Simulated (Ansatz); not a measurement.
## Electronic structure of GaN in real space

Input file:

```
crystal:
  lattice:
    - [0.0, 2.0093330651, 2.4111996782]
    - [2.0093330651, 0.0, 2.4111996782]
    - [2.0093330651, 2.0093330651, 0.0]
  atoms:
    - { symbol: Ga, position: [0.0, 0.0, 0.0] }
    - { symbol: "N", position: [0.5, 0.5, 0.5] }
basis:
  ecutwfc: 500
kpoints:
  mp_grid: { grid: [12, 12, 12] }
hamiltonian:
  xc: r2scan
scf:
  occupations: { method: gaussian, width: 0.05 }
output:
  forces: true
  stress: true
  eigenvalues: true
  write_density: true
  write_potential: true
  elf: true
  volumetric_format: npy
```

Command:

```sh
ansatz run input.yaml --threads 1 --pin off --max-ram 2560MiB --backend cpu --events-out ev --progress --plain --runs-dir out
```

Below, planes, directions and counts refer to the conventional cell (a = 2.84 Å, b = 2.84 Å, c = 4.82 Å, α = 90.00°, β = 90.00°, γ = 90.00°).

Space group I4/mmm; a structure from a database of computed crystals, not necessarily the ambient phase; computed pressure about 3 GPa in this cell.

All numbers below come from DFT r2SCAN, scalar-relativistic, plane waves, PAW (Ansatz 0.2.0).

Core electrons are frozen (PAW), and the valence fields are smoothed inside the atomic spheres.

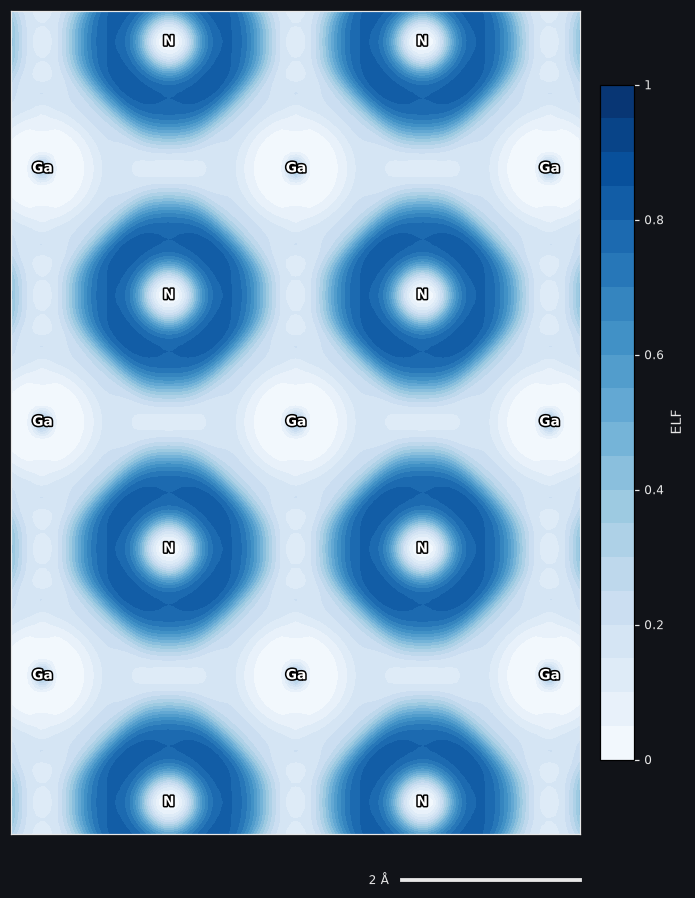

Figure 1. ELF on the (001) plane of the conventional cell.

Question: What does the map show?

Answer:
- The plane passes through Ga and N nuclei.
- Ga–N (2.01 Å): the ELF peaks at about 0.85 in the valence shell of N, 0.7 Å from its nucleus, and is about 0.40 at the midpoint.

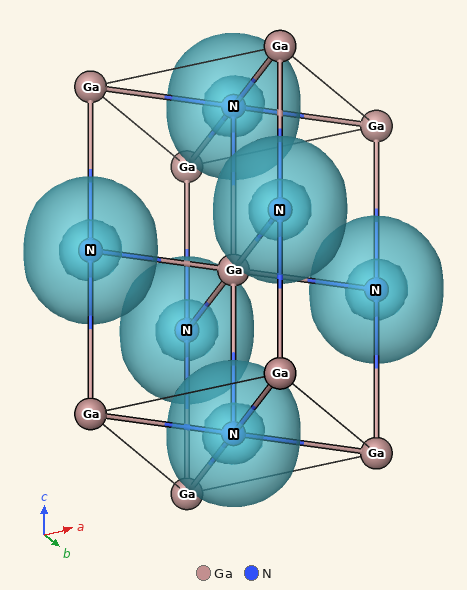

Figure 2. Isosurface of the ELF at 0.65 (cyan), seen at an oblique angle. Core shells and regions of very low density are left out. Sticks mark near contacts.

Question: Identify the bonds, lone pairs and shells in this picture.

Answer: The ELF exceeds this value in two regions wrapped around N (the valence shell of each), counted in one cell of 4 atoms. Any copies at cell faces, edges or corners count once.

Question: Does the calculation give a band gap?

Answer: It is gapped, with a Kohn–Sham gap of 0.45 eV on the k-point mesh (the band edges may lie off the mesh, which would make the gap smaller).
